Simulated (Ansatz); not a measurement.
## PtSe₂: single-point calculation (part 2 of 2)

PtSe₂ (slab, 12 atoms in the cell); DFT PBE+D3(BJ), scalar-relativistic, plane waves, PAW, no spin polarisation (Ansatz 0.2.0); cutoff 420 eV, 3×3×1 k-mesh, Gaussian smearing of 0.1 eV. The structure derives from an entry of the Crystallography Open Database. It belongs to a series of runs on one base structure; here: the slab at its places in the relaxed adsorbed structure.

Geometry of the input (Å; fractional positions):
```
7.5434  0.0000  0.0000
-3.7717  6.5328  0.0000
0.0000  0.0000  21.4645
Se 0.3333  0.1667  0.3727
Se 0.3333  0.6667  0.3727
Se 0.8333  0.1667  0.3727
Se 0.8333  0.6667  0.3727
Pt -0.0005  -0.0013  0.4330
Pt -0.0005  0.5008  0.4330
Pt 0.4997  -0.0001  0.4323
Pt 0.5008  0.5004  0.4326
Se 0.1676  0.3338  0.4919
Se 0.1675  0.8337  0.4930
Se 0.6656  0.3313  0.4926
Se 0.6656  0.8343  0.4926
```

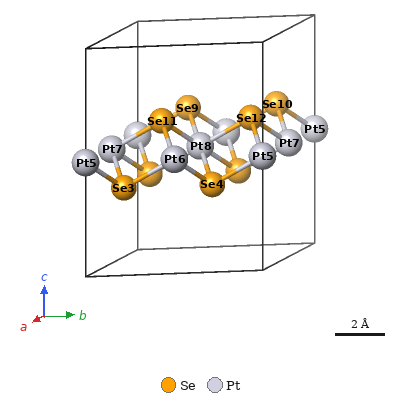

The input geometry (ball-and-stick view of the cell of the calculation, with the vacuum cut short, seen slightly off an axis; atoms are numbered from 1 in the order of the input). An atom can appear more than once, as a periodic image.

What the program printed, continued
```
--- Per-component energies (eV) ---
  E_band       = -6567.160098
  E_kinetic    = 3488.939611
  E_local      = -202055.747907  (includes V_loc(G=0)·N_el)
  E_nonlocal   = -3963.438516
  E_hartree    = 98683.727706
  E_xc         = -1877.320725
  E_vxc        = -1992.023811  (∫ρ·V_xc dr)
  E_paw        = -53111.014786  (= ΣΔE_a)
  E_vpaw       = 587.621619  (= ΣTr[D̂ρ^β])
  E_aug_tail   = -0.004022  (compensation charges beyond the density's cutoff)
  E_efield     = 0.000000  (sawtooth field / dipole correction)
  E_vefield    = -0.000047  (∫n·V_field dr)
  E_ewald      = 64985.439357
  E_disp       = -3.481358  (pairwise vdW)
  E_smearing   = -0.000000  (= −TS)
  E_closure    = -0.000000  (closes the sum)
  Σ components = -93852.900640   (vs F -93852.900640, Δ=0.00e0)
--- Forces (eV/Å), atoms counted from 1 ---
  atom   1  Se    -0.03666106    -0.01291089    -0.01361596
  atom   2  Se    -0.02917468    -0.02444552    -0.01487967
  atom   3  Se     0.03424062     0.01925253     0.01461805
  atom   4  Se     0.01078910     0.00691846     0.02113448
  atom   5  Pt    -0.03577371     0.17907158    -0.09167685
  atom   6  Pt     0.13431640    -0.11905143    -0.09015715
  atom   7  Pt    -0.00238397    -0.00045957     0.04410572
  atom   8  Pt    -0.08060627    -0.04641898    -0.01504038
  atom   9  Se    -0.03558732    -0.02429619     0.13545274
  atom  10  Se    -0.02385706    -0.01336078    -0.02068619
  atom  11  Se    -0.01313317     0.09690874     0.01430805
  atom  12  Se     0.07783022    -0.06120680     0.01641386
  max |Σ_I F_I| component: 2.33e-5 eV/Å
--- Band table (eV; the first three rows and the last of 5) ---
  k-point 0: bands = ["-100.0262", "-100.0082", "-100.0042", "-100.0038", "-54.2693", "-54.2669", "-54.2521", "-54.2504", "-54.2469", "-54.2448", "-54.2438", "-54.2419", "-54.1608", "-54.1394", "-54.1357", "-54.1352", "-48.9653", "-48.9653", "-48.9616", "-48.9616", "-48.9613", "-48.9612", "-48.9598", "-48.9598", "-48.9593", "-48.9592", "-48.9587", "-48.9587", "-48.9536", "-48.9535", "-48.9428", "-48.9427", "-48.9272", "-48.9266", "-48.9234", "-48.9230", "-48.9225", "-48.9220", "-48.9211", "-48.9207", "-48.9205", "-48.9201", "-48.9198", "-48.9194", "-48.9125", "-48.9123", "-48.9122", "-48.9078", "-48.9076", "-48.9066", "-48.9058", "-48.9053", "-48.9048", "-48.9045", "-48.8970", "-48.8903", "-15.5433", "-14.1181", "-14.1123", "-14.1115", "-13.9653", "-13.9615", "-13.9583", "-13.7166", "-7.5981", "-7.5974", "-7.5890", "-6.6826", "-6.6818", "-6.5389", "-6.1887", "-6.1880", "-6.1581", "-5.4329", "-5.4161", "-5.4139", "-5.2734", "-5.2710", "-5.2703", "-4.4007", "-4.4000", "-3.9247", "-3.9231", "-3.9153", "-3.8730", "-3.8684", "-3.8650", "-3.5549", "-3.5480", "-3.5412", "-3.5019", "-3.4968", "-3.4956", "-2.9154", "-2.9151", "-2.9037", "-2.7641", "-2.1318", "-1.6832", "-1.6819", "0.7199", "0.7252", "0.7327", "1.0723", "1.1000", "1.1039", "1.3121", "1.3137", "2.8860", "3.1075", "3.1155", "3.1315", "3.6427", "3.9780", "4.1669", "4.6084", "4.6107", "4.6126", "4.9370", "5.2513"]
  k-point 1: bands = ["-100.0262", "-100.0082", "-100.0042", "-100.0038", "-54.2690", "-54.2667", "-54.2516", "-54.2504", "-54.2460", "-54.2450", "-54.2444", "-54.2433", "-54.1608", "-54.1394", "-54.1357", "-54.1352", "-48.9653", "-48.9652", "-48.9615", "-48.9614", "-48.9613", "-48.9612", "-48.9599", "-48.9598", "-48.9593", "-48.9593", "-48.9588", "-48.9587", "-48.9536", "-48.9535", "-48.9428", "-48.9427", "-48.9272", "-48.9266", "-48.9233", "-48.9229", "-48.9225", "-48.9219", "-48.9211", "-48.9209", "-48.9205", "-48.9202", "-48.9200", "-48.9194", "-48.9125", "-48.9123", "-48.9122", "-48.9078", "-48.9076", "-48.9066", "-48.9058", "-48.9053", "-48.9048", "-48.9046", "-48.8970", "-48.8903", "-15.2660", "-14.5974", "-14.1812", "-14.1742", "-13.9046", "-13.9026", "-13.8425", "-13.7516", "-7.1634", "-7.1579", "-6.9046", "-6.6768", "-6.5130", "-6.3247", "-6.3172", "-6.2820", "-6.2359", "-6.0827", "-5.7343", "-5.7245", "-5.3232", "-5.0884", "-5.0771", "-4.9972", "-4.9914", "-4.8695", "-4.5769", "-4.5367", "-3.8570", "-3.8499", "-3.8377", "-3.6065", "-3.5992", "-3.5090", "-2.9701", "-2.9673", "-2.9349", "-2.5306", "-2.2330", "-2.2267", "-2.1074", "-1.8219", "-1.7610", "-1.7223", "0.0275", "0.1413", "0.2103", "0.2291", "0.6144", "0.6259", "0.9759", "1.0103", "3.3657", "3.7148", "3.9420", "3.9554", "4.0686", "4.5339", "4.7142", "4.8735", "5.1321", "5.3618", "5.5155", "5.5165"]
  k-point 2: bands = ["-100.0262", "-100.0082", "-100.0042", "-100.0038", "-54.2692", "-54.2665", "-54.2508", "-54.2500", "-54.2474", "-54.2454", "-54.2450", "-54.2420", "-54.1608", "-54.1393", "-54.1357", "-54.1352", "-48.9653", "-48.9652", "-48.9616", "-48.9615", "-48.9613", "-48.9611", "-48.9599", "-48.9598", "-48.9594", "-48.9593", "-48.9588", "-48.9587", "-48.9536", "-48.9535", "-48.9428", "-48.9427", "-48.9271", "-48.9266", "-48.9232", "-48.9230", "-48.9223", "-48.9221", "-48.9211", "-48.9207", "-48.9206", "-48.9201", "-48.9200", "-48.9194", "-48.9125", "-48.9123", "-48.9122", "-48.9078", "-48.9076", "-48.9066", "-48.9058", "-48.9053", "-48.9048", "-48.9046", "-48.8970", "-48.8903", "-15.2661", "-14.5975", "-14.1779", "-14.1774", "-13.9058", "-13.9019", "-13.8418", "-13.7517", "-7.1620", "-7.1604", "-6.9047", "-6.6767", "-6.5142", "-6.3231", "-6.3176", "-6.2820", "-6.2370", "-6.0821", "-5.7323", "-5.7249", "-5.3229", "-5.0893", "-5.0745", "-4.9948", "-4.9940", "-4.8693", "-4.5789", "-4.5342", "-3.8627", "-3.8445", "-3.8383", "-3.6076", "-3.6000", "-3.5081", "-2.9704", "-2.9700", "-2.9332", "-2.5315", "-2.2297", "-2.2293", "-2.1064", "-1.8217", "-1.7619", "-1.7221", "0.0274", "0.1391", "0.2067", "0.2324", "0.6208", "0.6211", "0.9777", "1.0116", "3.3654", "3.7147", "3.9387", "3.9580", "4.0682", "4.5340", "4.7143", "4.8732", "5.1321", "5.3617", "5.5147", "5.5166"]
  k-point 4: bands = ["-100.0262", "-100.0082", "-100.0042", "-100.0038", "-54.2690", "-54.2667", "-54.2515", "-54.2504", "-54.2460", "-54.2453", "-54.2443", "-54.2432", "-54.1608", "-54.1394", "-54.1357", "-54.1352", "-48.9653", "-48.9652", "-48.9615", "-48.9615", "-48.9613", "-48.9612", "-48.9599", "-48.9598", "-48.9594", "-48.9592", "-48.9588", "-48.9587", "-48.9536", "-48.9535", "-48.9428", "-48.9427", "-48.9272", "-48.9266", "-48.9233", "-48.9229", "-48.9225", "-48.9219", "-48.9211", "-48.9209", "-48.9206", "-48.9201", "-48.9199", "-48.9195", "-48.9125", "-48.9123", "-48.9122", "-48.9078", "-48.9076", "-48.9066", "-48.9058", "-48.9053", "-48.9048", "-48.9046", "-48.8970", "-48.8903", "-15.2660", "-14.5973", "-14.1814", "-14.1742", "-13.9047", "-13.9026", "-13.8425", "-13.7516", "-7.1634", "-7.1577", "-6.9045", "-6.6768", "-6.5128", "-6.3249", "-6.3172", "-6.2820", "-6.2356", "-6.0828", "-5.7346", "-5.7245", "-5.3231", "-5.0887", "-5.0770", "-4.9973", "-4.9912", "-4.8697", "-4.5772", "-4.5366", "-3.8571", "-3.8495", "-3.8379", "-3.6064", "-3.5989", "-3.5091", "-2.9699", "-2.9670", "-2.9351", "-2.5304", "-2.2332", "-2.2267", "-2.1075", "-1.8220", "-1.7607", "-1.7224", "0.0277", "0.1416", "0.2101", "0.2295", "0.6141", "0.6257", "0.9755", "1.0099", "3.3658", "3.7148", "3.9417", "3.9558", "4.0686", "4.5339", "4.7142", "4.8735", "5.1321", "5.3618", "5.5156", "5.5165"]
```

Summary

```json
{"quantity": "outcome", "value": "converged"}
{"quantity": "electrons treated", "value": "200"}
{"quantity": "free energy", "value": "−93852.9006 eV"}
{"quantity": "work function, top face", "value": "4.91 eV"}
{"quantity": "work function, bottom face", "value": "4.91 eV"}
{"quantity": "Fermi energy", "value": "−0.791 eV"}
{"quantity": "gap on the k-point mesh", "value": "1.63 eV"}
{"quantity": "work function (upper face)", "value": "4.91 eV"}
{"quantity": "largest force (length of the vector)", "value": "0.204 eV/Å"}
{"quantity": "hardware", "value": "4 threads of AMD EPYC (Zen 5), 32 GiB of memory available, shared host"}
{"quantity": "wall time", "value": "6.5 s (CPU time 25 s)"}
{"quantity": "peak memory", "value": "2.7 GiB"}
```

Remarks

Spin–orbit coupling is left out, which matters for Pt.
